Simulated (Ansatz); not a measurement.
The Ansatz input:

```
crystal:
  lattice:
    - [4.3804084604, 0.0, 0.0]
    - [-2.1902042302, 3.7935450056, 0.0]
    - [0.0, 0.0, 6.0784661408]
  atoms:
    - { symbol: Sr, position: [0.0, 0.0, 0.0] }
    - { symbol: Cl, position: [0.3333333333, 0.6666666667, 0.227159585] }
    - { symbol: Cl, position: [0.6666666667, 0.3333333333, 0.772840415] }
basis:
  ecutwfc: 420
  ecutrho_ratio: 4
kpoints:
  mp_grid: { grid: [8, 8, 6] }
  band_path:
    path:
      - [[0.0, 0.0, 0.0], [0.5, 0.0, 0.0], [0.33333333, 0.33333333, 0.0], [0.0, 0.0, 0.0], [0.0, 0.0, 0.5], [0.5, 0.0, 0.5], [0.33333333, 0.33333333, 0.5], [0.0, 0.0, 0.5]]
      - [[0.5, 0.0, 0.5], [0.5, 0.0, 0.0]]
      - [[0.33333333, 0.33333333, 0.5], [0.33333333, 0.33333333, 0.0]]
    npoints: 14
hamiltonian:
  xc: pbesol
scf:
  occupations: { method: gaussian, width: 0.05 }
  n_extra_bands: 12
output:
  forces: true
  stress: true
  eigenvalues: true
  populations: true
  dos: { projected: true, de: 0.02, nscf_kmesh: { grid: [12, 12, 9] } }
  bader: false
```

What does the calculation give for the electronic structure?

There is a gap; over the k points computed it is 5.26 eV. By projected weight, the top eV of the valence band is Cl 3p almost alone. The upper group of valence states starts about 1.9 eV under the valence-band top (which lies at −2.6 eV on this axis), with a gap beneath it; it holds about 12 electrons a cell. The tallest peak in the window is at −3.3 eV; by projected weight it is Cl 3p almost alone.

The structure was built from a prototype or by substitution, so it need not be a known phase.

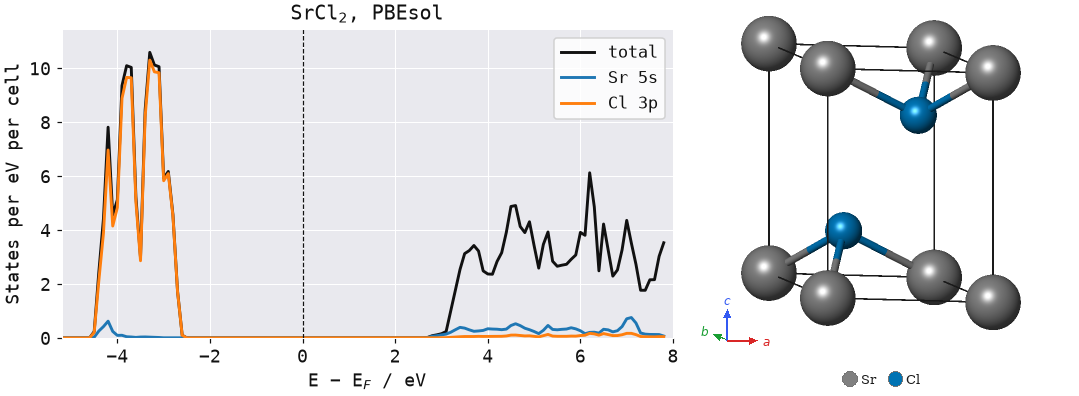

Density of states, beside the structure. Energies are counted from the Fermi level. The partial curves are projected on Löwdin-orthogonalised atomic shells; they sum to less than the total at higher energies, where shells without a projector contribute.
